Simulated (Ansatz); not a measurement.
**Single-point calculation, with input and output: CuO (part 2 of 2)**

The same run, continued: CuO (4 atoms in the cell); DFT PBE+U, scalar-relativistic, plane waves, PAW, Ueff = 4 eV on Cu d (Ansatz 0.2.0); cutoff 420 eV, 14×14×8 k-mesh, Gaussian smearing of 0.1 eV, collinear spins. The structure derives from an entry of the Crystallography Open Database. The run did not end well.

Geometry of the input (Å; fractional positions):
```
2.0814  -2.0824  0.1630
2.0814  2.0824  0.1630
-0.4035  0.0000  5.1353
Cu -0.0000  0.5000  0.0000
Cu 0.5000  0.0000  0.5000
O  0.5001  0.4999  0.2500
O  0.4999  0.5001  0.7500
```

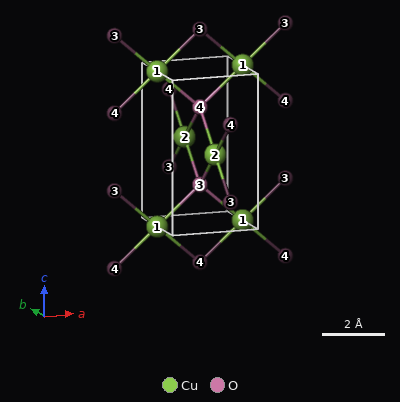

The structure (ball-and-stick view of the cell of the calculation, seen slightly off an axis; neighbours outside the cell are drawn fainter; atoms are numbered from 1 in the order of the input).

## The program's output, continued
```
SCF iter   1: F=—  HF=-14380.105870 eV  |F-HF|=—  |Δ(HF+E_count)|=         —  Δρ=1.04e-1 (↑6.94e-2 ↓1.04e-1)  dr2=1.15e0  dr2_m=2.78e0  M=0.501 μB ∫|m|=0.557 μB  β_m=0.30  ethr=2.28e-3  ⟨swp⟩=1.2  Hψ=144555  notcnv=0
preconditioner: auto → Kerker (q_TF=auto, 2.779 Å⁻¹)  [metal: Δε(μ)=0.001 eV  Ē_g=16.242 eV  σ=0.100 eV  W_gap=0.01  n_scr=16 (ndim 8)  ℏωp=32.4 eV  f_vac=0.011  D(μ)=1.96/eV (n_scr^D=16)]
spin=Collinear: Kerker preconditioning applied to the charge; magnetization (m = ρ↑ − ρ↓) channel mixes plain (no charge-response kernel on spin).
SCF iter   2: F=—  HF=-14380.262629 eV  |F-HF|=—  |Δ(HF+E_count)|=   1.57e-1  Δρ=6.21e-2 (↑6.21e-2 ↓5.09e-2)  dr2=1.44e-1  dr2_m=1.18e0  M=0.605 μB ∫|m|=0.657 μB  β_m=0.30  ethr=2.28e-3  ⟨swp⟩=2.5  Hψ=47153  notcnv=0  defer=2
SCF iter   3: F=—  HF=-14380.492254 eV  |F-HF|=—  |Δ(HF+E_count)|=   2.30e-1  Δρ=4.45e-2 (↑4.45e-2 ↓3.59e-2)  dr2=8.79e-2  dr2_m=5.91e-1  M=0.621 μB ∫|m|=0.666 μB  β_m=0.30  ethr=2.89e-4  ⟨swp⟩=2.0  Hψ=49839  notcnv=0  defer=716
SCF iter   4: F=—  HF=-14380.693451 eV  |F-HF|=—  |Δ(HF+E_count)|=   2.01e-1  Δρ=2.90e-2 (↑2.90e-2 ↓2.25e-2)  dr2=2.39e-2  dr2_m=2.69e-1  M=0.659 μB ∫|m|=0.700 μB  β_m=0.30  ethr=1.76e-4  ⟨swp⟩=2.2  Hψ=46889  notcnv=0  defer=716
SCF iter   5: F=—  HF=-14380.739393 eV  |F-HF|=—  |Δ(HF+E_count)|=   4.59e-2  Δρ=2.08e-2 (↑2.08e-2 ↓1.43e-2)  dr2=1.93e-2  dr2_m=1.25e-1  M=0.686 μB ∫|m|=0.725 μB  β_m=0.30  ethr=4.79e-5  ⟨swp⟩=1.8  Hψ=38611  notcnv=0  defer=1138
SCF iter   6: F=—  HF=-14380.759629 eV  |F-HF|=—  |Δ(HF+E_count)|=   2.02e-2  Δρ=1.52e-2 (↑1.13e-2 ↓1.52e-2)  dr2=6.06e-3  dr2_m=7.03e-2  M=0.683 μB ∫|m|=0.719 μB  β_m=0.30  ethr=3.86e-5  ⟨swp⟩=2.2  Hψ=40472  notcnv=0  defer=1752
SCF iter   7: F=—  HF=-14380.775282 eV  |F-HF|=—  |Δ(HF+E_count)|=   1.57e-2  Δρ=1.07e-2 (↑7.21e-3 ↓1.07e-2)  dr2=3.56e-3  dr2_m=3.27e-2  M=0.703 μB ∫|m|=0.737 μB  β_m=0.30  ethr=1.21e-5  ⟨swp⟩=2.0  Hψ=45904  notcnv=0  defer=2818
SCF iter   8: F=—  HF=-14380.782480 eV  |F-HF|=—  |Δ(HF+E_count)|=   7.20e-3  Δρ=6.71e-3 (↑4.86e-3 ↓6.71e-3)  dr2=1.06e-3  dr2_m=1.36e-2  M=0.728 μB ∫|m|=0.760 μB  β_m=1.00  ethr=7.12e-6  ⟨swp⟩=1.0  Hψ=27211  notcnv=0  defer=2818
SCF iter   9: F=—  HF=-14380.786382 eV  |F-HF|=—  |Δ(HF+E_count)|=   3.90e-3  Δρ=2.15e-3 (↑2.15e-3 ↓1.39e-3)  dr2=1.61e-3  dr2_m=7.15e-4  M=0.760 μB ∫|m|=0.795 μB  β_m=1.00  ethr=2.11e-6  ⟨swp⟩=2.3  Hψ=46825  notcnv=0  defer=2818
SCF iter  10: F=—  HF=-14380.789732 eV  |F-HF|=—  |Δ(HF+E_count)|=   3.35e-3  Δρ=1.83e-3 (↑1.21e-3 ↓1.83e-3)  dr2=1.54e-4  dr2_m=9.12e-4  M=0.796 μB ∫|m|=0.830 μB  β_m=1.00  ethr=2.11e-6  ⟨swp⟩=2.2  Hψ=48224  notcnv=0  defer=2818
SCF iter  11: F=—  HF=-14380.792711 eV  |F-HF|=—  |Δ(HF+E_count)|=   2.98e-3  Δρ=2.37e-3 (↑1.32e-3 ↓2.37e-3)  dr2=1.24e-3  dr2_m=1.13e-3  M=0.835 μB ∫|m|=0.868 μB  β_m=1.00  ethr=3.09e-7  ⟨swp⟩=2.0  Hψ=47421  notcnv=0  defer=2818
SCF iter  12: F=—  HF=-14380.795132 eV  |F-HF|=—  |Δ(HF+E_count)|=   2.42e-3  Δρ=2.53e-3 (↑1.39e-3 ↓2.53e-3)  dr2=1.85e-3  dr2_m=1.16e-3  M=0.874 μB ∫|m|=0.908 μB  β_m=1.00  ethr=3.09e-7  ⟨swp⟩=2.0  Hψ=49500  notcnv=0  defer=2815
SCF iter  13: F=—  HF=-14380.798402 eV  |F-HF|=—  |Δ(HF+E_count)|=   3.27e-3  Δρ=4.12e-3 (↑2.12e-3 ↓4.12e-3)  dr2=7.75e-3  dr2_m=2.18e-3  M=0.927 μB ∫|m|=0.961 μB  β_m=1.00  ethr=3.09e-7  ⟨swp⟩=2.0  Hψ=45325  notcnv=0  defer=2815
SCF iter  14: F=—  HF=-14380.801054 eV  |F-HF|=—  |Δ(HF+E_count)|=   2.65e-3  Δρ=4.35e-3 (↑2.35e-3 ↓4.35e-3)  dr2=9.92e-3  dr2_m=2.13e-3  M=0.979 μB ∫|m|=1.014 μB  β_m=1.00  ethr=3.09e-7  ⟨swp⟩=2.0  Hψ=49967  notcnv=0  defer=2812
SCF iter  15: F=—  HF=-14380.806346 eV  |F-HF|=—  |Δ(HF+E_count)|=   5.29e-3  Δρ=6.48e-3 (↑3.47e-3 ↓6.48e-3)  dr2=2.46e-2  dr2_m=4.01e-3  M=1.050 μB ∫|m|=1.085 μB  β_m=1.00  ethr=3.09e-7  ⟨swp⟩=2.0  Hψ=45932  notcnv=0  defer=2812
SCF iter  16: F=—  HF=-14380.810591 eV  |F-HF|=—  |Δ(HF+E_count)|=   4.25e-3  Δρ=7.09e-3 (↑4.06e-3 ↓7.09e-3)  dr2=3.24e-2  dr2_m=4.35e-3  M=1.124 μB ∫|m|=1.161 μB  β_m=1.00  ethr=3.09e-7  ⟨swp⟩=2.0  Hψ=49648  notcnv=0  defer=2812
SCF iter  17: F=—  HF=-14380.815018 eV  |F-HF|=—  |Δ(HF+E_count)|=   4.43e-3  Δρ=7.54e-3 (↑4.40e-3 ↓7.54e-3)  dr2=3.63e-2  dr2_m=5.17e-3  M=1.207 μB ∫|m|=1.245 μB  β_m=1.00  ethr=3.09e-7  ⟨swp⟩=2.0  Hψ=46951  notcnv=0  defer=2805
SCF iter  18: F=—  HF=-14380.825666 eV  |F-HF|=—  |Δ(HF+E_count)|=   1.06e-2  Δρ=1.09e-2 (↑6.07e-3 ↓1.09e-2)  dr2=7.24e-2  dr2_m=1.10e-2  M=1.326 μB ∫|m|=1.365 μB  β_m=1.00  ethr=3.09e-7  ⟨swp⟩=2.0  Hψ=50619  notcnv=0  defer=2801
SCF iter  19: F=—  HF=-14380.846423 eV  |F-HF|=—  |Δ(HF+E_count)|=   2.08e-2  Δρ=1.60e-2 (↑8.97e-3 ↓1.60e-2)  dr2=1.69e-1  dr2_m=2.09e-2  M=1.485 μB ∫|m|=1.527 μB  β_m=1.00  ethr=3.09e-7  ⟨swp⟩=2.0  Hψ=49450  notcnv=0  defer=2802
SCF iter  20: F=—  HF=-14380.861461 eV  |F-HF|=—  |Δ(HF+E_count)|=   1.50e-2  Δρ=1.69e-2 (↑1.05e-2 ↓1.69e-2)  dr2=2.27e-1  dr2_m=1.66e-2  M=1.625 μB ∫|m|=1.670 μB  β_m=1.00  ethr=3.09e-7  ⟨swp⟩=2.0  Hψ=51169  notcnv=0  defer=2800
SCF iter  21: F=—  HF=-14380.874181 eV  |F-HF|=—  |Δ(HF+E_count)|=   1.27e-2  Δρ=1.61e-2 (↑1.12e-2 ↓1.61e-2)  dr2=2.42e-1  dr2_m=1.02e-2  M=1.730 μB ∫|m|=1.780 μB  β_m=0.30  ethr=3.09e-7  ⟨swp⟩=2.3  Hψ=52079  notcnv=0  defer=2800
Mixer restart at iter 21: flushing history
spin-set hold released at iteration 21 (site moments' squared step at or under half its running peak, from the soft ceiling on): the magnetisation degrees of freedom join the quasi-Newton model from the next iteration; the mixer history was flushed
SCF iter  22: F=—  HF=-14380.865300 eV  |F-HF|=—  |Δ(HF+E_count)|=   8.88e-3  Δρ=4.89e-3 (↑4.89e-3 ↓4.34e-3)  dr2=2.58e-2  dr2_m=2.67e-3  M=1.717 μB ∫|m|=1.770 μB  β_m=0.40  ethr=3.09e-7  ⟨swp⟩=3.0  Hψ=70193  notcnv=0  defer=2854
SCF iter  23: F=—  HF=-14380.878607 eV  |F-HF|=—  |Δ(HF+E_count)|=   1.33e-2  Δρ=7.76e-3 (↑3.59e-3 ↓7.76e-3)  dr2=2.93e-2  dr2_m=7.45e-3  M=1.782 μB ∫|m|=1.841 μB  β_m=0.45  ethr=3.09e-7  ⟨swp⟩=2.8  Hψ=62402  notcnv=0  defer=2905
SCF iter  24: F=—  HF=-14380.884238 eV  |F-HF|=—  |Δ(HF+E_count)|=   5.63e-3  Δρ=3.18e-3 (↑2.63e-3 ↓3.18e-3)  dr2=1.58e-3  dr2_m=3.07e-3  M=1.832 μB ∫|m|=1.900 μB  β_m=0.68  ethr=3.09e-7  ⟨swp⟩=3.0  Hψ=63485  notcnv=0  defer=2913
SCF iter  25: F=—  HF=-14380.885246 eV  |F-HF|=—  |Δ(HF+E_count)|=   1.01e-3  Δρ=6.61e-4 (↑6.61e-4 ↓4.82e-4)  dr2=1.48e-4  dr2_m=7.95e-5  M=1.855 μB ∫|m|=1.931 μB  β_m=0.79  ethr=3.09e-7  ⟨swp⟩=2.3  Hψ=50946  notcnv=0  defer=2913
SCF iter  26: F=—  HF=-14380.885364 eV  |F-HF|=—  |Δ(HF+E_count)|=   1.17e-4  Δρ=3.17e-4 (↑3.17e-4 ↓2.99e-4)  dr2=7.06e-5  dr2_m=1.19e-5  M=1.850 μB ∫|m|=1.927 μB  β_m=0.89  ethr=2.96e-7  ⟨swp⟩=2.0  Hψ=48764  notcnv=0  defer=2916
SCF iter  27: F=—  HF=-14380.885373 eV  |F-HF|=—  |Δ(HF+E_count)|=   9.20e-6  Δρ=8.63e-5 (↑8.63e-5 ↓5.85e-5)  dr2=2.65e-6  dr2_m=1.33e-6  M=1.853 μB ∫|m|=1.931 μB  β_m=0.90  ethr=1.41e-7  ⟨swp⟩=2.0  Hψ=40369  notcnv=0  defer=2918
SCF iter  28: F=—  HF=-14380.885377 eV  |F-HF|=—  |Δ(HF+E_count)|=   3.93e-6  Δρ=4.32e-5 (↑3.03e-5 ↓4.32e-5)  dr2=2.42e-6  dr2_m=4.29e-8  M=1.853 μB ∫|m|=1.931 μB  β_m=0.95  ethr=5.29e-9  ⟨swp⟩=2.0  Hψ=38650  notcnv=0  defer=2918
SCF iter  29: F=—  HF=-14380.885377 eV  |F-HF|=—  |Δ(HF+E_count)|=   3.82e-7  Δρ=2.72e-5 (↑1.35e-5 ↓2.72e-5)  dr2=2.06e-7  dr2_m=1.27e-7  M=1.853 μB ∫|m|=1.931 μB  β_m=0.97  ethr=4.83e-9  ⟨swp⟩=2.2  Hψ=37654  notcnv=0  defer=2918
iter 30 did not close the SCF: its close was put off for a magnetic moment that had not settled (scf_convergence_deferred on its scf_iter line)
SCF iter  30: F=-14380.885377 eV  HF=-14380.885377 eV  |F-HF|=1.40e-9  |Δ(HF+E_count)|=   1.19e-7  Δρ=1.15e-5 (↑2.70e-6 ↓1.15e-5)  dr2=3.99e-8  dr2_m=1.49e-8  M=1.853 μB ∫|m|=1.931 μB  β_m=0.99  ethr=2.00e-10  ⟨swp⟩=6.7  Hψ=141097  notcnv=0
SCF iter  31: F=-14380.885377 eV  HF=-14380.885377 eV  |F-HF|=4.91e-10  |Δ(HF+E_count)|=   1.42e-8  Δρ=8.24e-7 (↑7.12e-7 ↓8.24e-7)  dr2=1.03e-9  dr2_m=2.05e-11  M=1.853 μB ∫|m|=1.930 μB  ethr=7.97e-11  ⟨swp⟩=2.0  Hψ=86080  notcnv=0
SCF 1 converged in 31 iterations: F = -14380.885377 eV  dr2 = 1.03e-9
  greatest PAW one-centre occupation: 1.000 electrons in one spin orbital (limit 2), on the Cu atom at site 1 (counted from 0), in its partial waves of l = 0
```

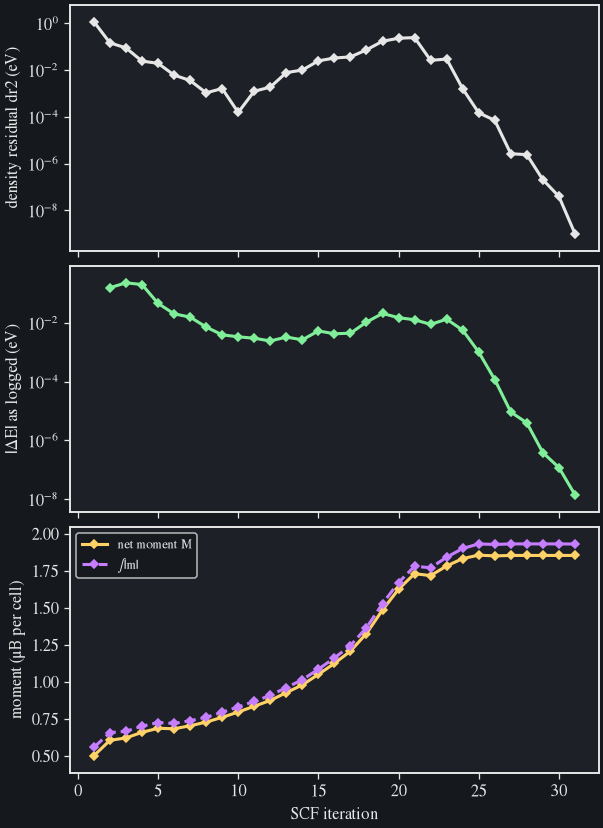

Convergence of the self-consistent field: density residual dr2, size of the energy change and magnetic moment against the SCF iteration. The residual falls unevenly and jumps up by a factor of two or more 4 times on the way down. The field converged; the run failed or was cut off later. The net moment goes from 0.5 to 1.9 μB per cell.

```
NSCF: frozen V_eff on 130 k-points
NSCF: frozen V_eff on 1397 k-points
WARN: the run was ended behind the SCF: a stop ahead of an NSCF pass. The result of record stands; what else was asked for is given out only as far as it was finished by then, or is formed of that. The run will not end as completed
SCF converged after 31 iterations
Magnetization: 1.8528 μB (25.9264 up, 24.0736 down)
Absolute magnetization: 1.9100 μB (∫|ρ↑−ρ↓|, with the PAW one-centre terms)
Spin contamination: 0.0073 ħ² per cell (⟨S²⟩ above its minimum at these occupations)
Per-site moments (μB) at R_I (Å): [(0.5769604721827228, 0.807505762019836), (0.5769604721827228, 0.807505762019836), (0.3243010025772863, 0.807505762019836), (0.3243010025772864, 0.807505762019836)]
Free energy (F): -14380.885377 eV
Harris-Foulkes:  -14380.885377 eV  (|F-HF|=4.91e-10)
Internal energy: -14380.881923 eV  (E = F + TS)
E sigma→0 (E₀):  -14380.883650 eV
Entropy (-TS):   -0.003455 eV (-0.864 meV/atom)
Fermi energy:    10.300772 eV
--- Per-component energies (eV) ---
  E_band       = -970.023135
  E_kinetic    = 941.563809
  E_local      = -10193.702180  (includes V_loc(G=0)·N_el)
  E_nonlocal   = 875.407651
  E_hartree    = 4410.677010
  E_xc         = -323.159842
  E_vxc        = -414.740550  (∫ρ·V_xc dr)
  E_hubbard    = 1.362795  (on-site DFT+U / exact-exchange correction)
  E_vhub       = -34.804714  (the Hubbard potential's part of the band-sum identity)
  E_paw        = -3637.083122  (= ΣΔE_a)
  E_vpaw       = -965.105735  (= ΣTr[D̂ρ^β])
  E_aug_tail   = 0.005610  (compensation charges beyond the density's cutoff)
  E_ewald      = -6455.953655
  E_smearing   = -0.003455  (= −TS)
  E_closure    = -0.000000  (closes the sum)
  Σ components = -14380.885377   (vs F -14380.885377, Δ=0.00e0)
--- Forces (eV/Å), atoms counted from 1 ---
  atom   1  Cu     0.00000000    -0.00000000    -0.00000000
  atom   2  Cu     0.00000000     0.00000000     0.00000000
  atom   3  O      0.00000000    -0.00000369    -0.00000000
  atom   4  O     -0.00000000     0.00000369     0.00000000
  max |Σ_I F_I| component: 9.47e-30 eV/Å
--- Stress (GPa, compression-positive) ---
        1.358430       0.000000      -0.244609
        0.000000       1.360056       0.000000
       -0.244609       0.000000       4.489888
  P = ⅓ Tr σ = 2.4028 GPa (24.028 kbar)
--- Band table (eV; the first three rows and the last of 858) ---
  k-point 0 ↑: bands = ["-102.5118", "-102.5114", "-60.1528", "-60.1528", "-60.1434", "-60.1383", "-59.3026", "-59.3026", "-9.1698", "-7.8188", "2.0295", "3.5086", "3.5132", "5.0875", "5.3105", "5.5465", "5.9607", "5.9630", "6.0702", "6.1579", "7.1199", "7.1952", "7.1958", "8.1683", "10.2313", "10.2371", "11.7204", "16.6987", "17.7706", "23.7210", "24.9794", "24.9825", "25.2796", "26.3625", "26.4035"]
  k-point 1 ↑: bands = ["-102.5118", "-102.5114", "-60.1528", "-60.1528", "-60.1432", "-60.1385", "-59.3026", "-59.3026", "-9.1270", "-7.8821", "2.1706", "3.5167", "3.5210", "5.0608", "5.3208", "5.5096", "5.8639", "5.8656", "6.0735", "6.1545", "7.0963", "7.3441", "7.3452", "7.9531", "10.1586", "10.1642", "11.9584", "16.1401", "18.4527", "23.7731", "25.0268", "25.0564", "25.0583", "26.3377", "26.3494"]
  k-point 2 ↑: bands = ["-102.5117", "-102.5114", "-60.1528", "-60.1528", "-60.1426", "-60.1391", "-59.3026", "-59.3026", "-9.0022", "-8.0552", "2.5700", "3.5370", "3.5403", "4.9044", "5.3472", "5.4399", "5.6790", "5.6798", "6.0830", "6.1450", "7.0377", "7.5127", "7.6744", "7.6764", "9.9617", "9.9667", "12.5154", "15.3491", "19.5946", "23.9332", "24.3698", "25.2568", "25.2575", "25.8682", "26.3042"]
  k-point 428 ↓: bands = ["-101.7344", "-101.7344", "-59.1844", "-59.1844", "-59.1655", "-59.1655", "-59.0092", "-59.0092", "-7.2167", "-7.2167", "4.4224", "4.4224", "4.6256", "4.6256", "5.8425", "5.8425", "5.9768", "5.9768", "6.4727", "6.4727", "8.0115", "8.0115", "8.1574", "8.1574", "10.9063", "10.9063", "14.6188", "14.6188", "21.1799", "21.1799", "22.2127", "22.2127", "26.3178", "26.3178", "26.8583"]
Occupation matrices written to [file]
--- Löwdin populations: 4 sites ---
  site symbol       q [e]    m [muB]
     0     Cu     17.9722     0.5062
     1     Cu     17.9722     0.5062
     2      O      6.9173     0.4148
     3      O      6.9173     0.4148
  spilling = 0.004422 (of n_electrons = 50.000000)
--- Bader charges: 4 sites ---
  site symbol  charge [e]  shift [e]    m [muB]
     0     Cu      1.0201     0.0063     0.5722
     1     Cu      1.0201     0.0063     0.5722
     2      O     -1.0201     0.0063     0.3542
     3      O     -1.0201     0.0063     0.3542
  estimated error of the sums over rays = 2.4e-4 e
Error: SIGTERM received: cancelled by the caller ahead of an NSCF pass, in an analysis behind the self-consistent cycle: that cycle's result was reported, and what else the deck asks for behind it is given out only as far as it was finished by then, or is formed of that: a resume of the run directory makes the rest
```

## File bader_charges.tsv
```
# site	symbol	x_ang	y_ang	z_ang	partial_charge_e	electrons	volume_ang3	relative_density_drop	shared_charge_e	partial_wave_shift_e	spin_moment_mub
# quadrature_error_electrons = 2.4e-4
0	Cu	1.0407	1.0412	0.0815	1.02009	27.97991	11.20	-	1.02009	0.00628	0.57221
1	Cu	0.8389	-1.0412	2.6491	1.02010	27.97990	11.20	-	1.02010	0.00628	0.57221
2	O	1.9805	-0.0003	1.4468	-1.02010	9.02010	11.19	-	-1.02010	0.00628	0.35418
3	O	1.7788	0.0003	4.0144	-1.02009	9.02009	11.19	-	-1.02009	0.00628	0.35418
```

## File populations.tsv
```
# site	symbol	l	j	q_up	q_dn
# orbitals = lowdin
# n_electrons = 50.000000
# spilling = 0.004422
# projection_atom_Cu: [Ne] 3s2 3p6 3d10 4s1
# projection_atom_O: [He] 2s2 2p4
0	Cu	0_3S	-	0.998796	0.998764
0	Cu	0_4S	-	0.285372	0.298779
0	Cu	1_3P	-	2.999362	2.999189
0	Cu	2_3D	-	4.955666	4.436259
1	Cu	0_3S	-	0.998796	0.998764
1	Cu	0_4S	-	0.285372	0.298779
1	Cu	1_3P	-	2.999362	2.999189
1	Cu	2_3D	-	4.955666	4.436259
2	O	0_2S	-	0.933460	0.902004
2	O	1_2P	-	2.732574	2.349221
3	O	0_2S	-	0.933460	0.902004
3	O	1_2P	-	2.732574	2.349221
```

## Outcome

- outcome: stopped at the time limit
- space group (tolerance 0.01 Å): Cccm (66)
- electrons treated: 50
- free energy: −14380.8854 eV
- Fermi energy: 10.301 eV
- net moment of the cell: 1.85 μB
- integrated absolute moment: 1.91 μB
- pressure: 2.40 GPa
- largest force (length of the vector): under 0.001 eV/Å
- hardware: 1 thread of Intel Xeon @ 2.50GHz (Skylake/Cascade Lake), 192 GiB of memory available, shared host
- wall time: 5.8 min
- peak memory: 1.5 GiB

## What went wrong

The run was cut off by its time limit, so the output is incomplete. The electronic state found may not be the lowest one. The program warns: an analysis step after the SCF failed.
